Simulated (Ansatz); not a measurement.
## Electronic structure of Ti$_{3}$C$_{2}$ in real space

Input file:

```
crystal:
  lattice:
    - [3.0420899207, 0.0, 0.0]
    - [-1.5210449603, 2.6345271519, 0.0]
    - [0.8990789638, 0.0, 14.984649396]
  atoms:
    - { symbol: Ti, position: [0.3699695349, 0.6666209221, 0.8435807568] }
    - { symbol: Ti, position: [0.7033486128, 0.3333790779, 0.3435807568] }
    - { symbol: Ti, position: [0.6300304651, 0.3333790779, 0.1564192432] }
    - { symbol: Ti, position: [0.2966513872, 0.6666209221, 0.6564192432] }
    - { symbol: Ti, position: [0.0, 0.0, 0.0] }
    - { symbol: Ti, position: [0.0, 0.0, 0.5] }
    - { symbol: C, position: [0.6861705853, 0.3334748394, 0.9142983503] }
    - { symbol: C, position: [0.3526957459, 0.6665251606, 0.4142983503] }
    - { symbol: C, position: [0.6473042541, 0.3334748394, 0.5857016497] }
    - { symbol: C, position: [0.3138294147, 0.6665251606, 0.0857016497] }
basis:
  ecutwfc: 420
kpoints:
  mp_grid: { grid: [12, 12, 4] }
hamiltonian:
  xc: pbesol
scf:
  occupations: { method: gaussian, width: 0.1 }
output:
  forces: true
  stress: true
  eigenvalues: true
  write_density: true
  write_potential: true
  elf: true
  volumetric_format: npy
relax:
  adjacent_minimum: "off"
  f_tol: 0.008
  max_steps: 40
```

Launched as:

```sh
ansatz run input.yaml --threads 2 --pin off --max-ram 5120MiB --backend cpu --events-out ev --progress --plain --runs-dir out
```

Below, planes, directions and counts refer to the conventional cell (a = 3.04 Å, b = 5.27 Å, c = 15.01 Å, α = 90.00°, β = 93.43°, γ = 90.00°).

The fields are those of the run's last geometry, not of the input's.

Space group C2/c; a structure from a database of computed crystals, not necessarily the ambient phase; computed without spin polarisation.

All numbers below come from DFT PBEsol, scalar-relativistic, plane waves, PAW in Ansatz 0.2.0.

The density is the valence pseudo-density of a PAW calculation; it isn't the true density close to the nuclei.

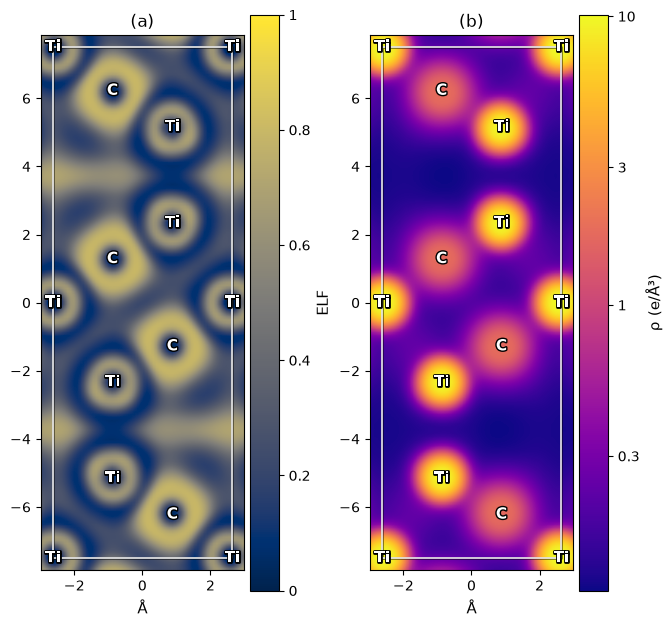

Figure 1. (a) ELF; (b) valence pseudo-density on the (100) plane of the conventional cell.

Question: Describe what can be read from this map.

Answer: Atoms in the plane: Ti and C.
Ti–C (2.05 Å): ρ is about 0.65 e/Å³ halfway; the ELF peaks at about 0.75 in the valence shell of C, 0.7 Å from its nucleus, and is about 0.30 at the midpoint.
Ti–Ti (2.84 Å): the density is about 0.13 e/Å³ at the midpoint; the ELF is about 0.10 at the midpoint: no localised pair shows between them.
Ti–C (2.18 Å): ρ is about 0.49 e/Å³ halfway; the ELF peaks at about 0.80 in the valence shell of C, 0.7 Å from its nucleus, and is about 0.25 at the midpoint.
Ti–Ti (2.93 Å): ρ at the midpoint is about 0.23 e/Å³; the ELF is about 0.20 at the midpoint; no shared electron pair shows on this line.
Between the atoms the lowest density in this plane is 0.1 e/Å³.
The features right at Ti lie inside the PAW spheres, where the map follows smoothed inner orbitals and isn't to be read closely.

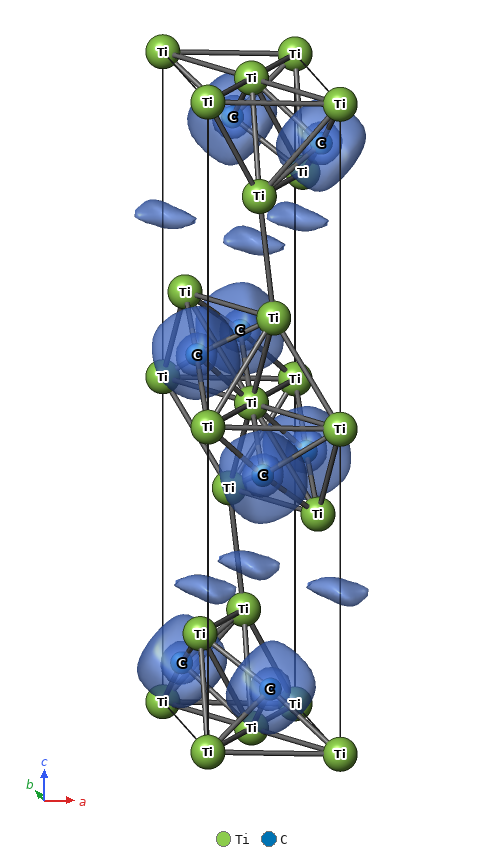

Figure 2. Isosurface of the electron localisation function at 0.65 (blue), seen slightly off an axis. Core shells and regions of very low density are left out. Sticks mark near contacts.

Question: Where are the electrons localised?

Answer: The ELF exceeds this value in eight regions wrapped around C (the valence shell of each) and four pockets between the atoms, centred on no nucleus (multi-centre or interstitial), counted in one cell of 20 atoms. Regions shared between cells count once. Profiles from the grid: Ti–C (2.04 Å): the ELF peaks at about 0.75 in the valence shell of C, 0.7 Å from its nucleus, and is about 0.30 at the midpoint.

Question: Does the calculation make it a metal, or give it a gap?

Answer: It is metallic or semimetallic at this level of theory: no gap opens.
